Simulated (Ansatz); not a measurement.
Structure of Co:

```cif
data_structure
_symmetry_space_group_name_H-M 'Fmmm'
_symmetry_Int_Tables_number 69
_cell_length_a 2.6325
_cell_length_b 4.0077
_cell_length_c 8.7072
_cell_angle_alpha 90.000
_cell_angle_beta 90.000
_cell_angle_gamma 90.000
_cell_volume 91.86
loop_
_atom_site_label
_atom_site_type_symbol
_atom_site_symmetry_multiplicity
_atom_site_Wyckoff_symbol
_atom_site_fract_x
_atom_site_fract_y
_atom_site_fract_z
_atom_site_occupancy
Co1 Co 8 i 0.00000 0.00000 0.13479 1
```

Structure used: the geometry relaxed with Ansatz 0.2.0, DFT r2SCAN, scalar-relativistic, plane waves, PAW; the starting structure was generated, so it need not be a known form of this composition.

> Predict the first 2 clear peaks of the neutron G(r) with σ = 0.15 Å, and name the atom pairs.

1. 2.41 Å: Co–Co at 2.35–2.63 Å
2. 3.40 Å: Co–Co at 3.36–3.53 Å

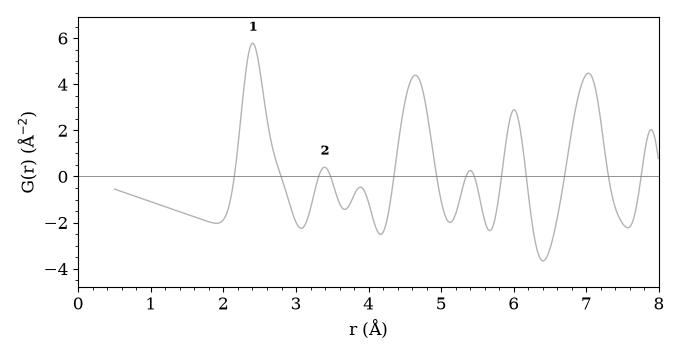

The curve is a calculated neutron PDF: distances of the static structure, each pair weighted by the product of the tabulated coherent neutron scattering lengths (natural isotope mix where the element has one), broadened by Gaussians with σ = 0.15 Å, damped by exp(−(Q_damp r)²/2) with Q_damp = 0.020 Å⁻¹. There is no Q-range truncation.
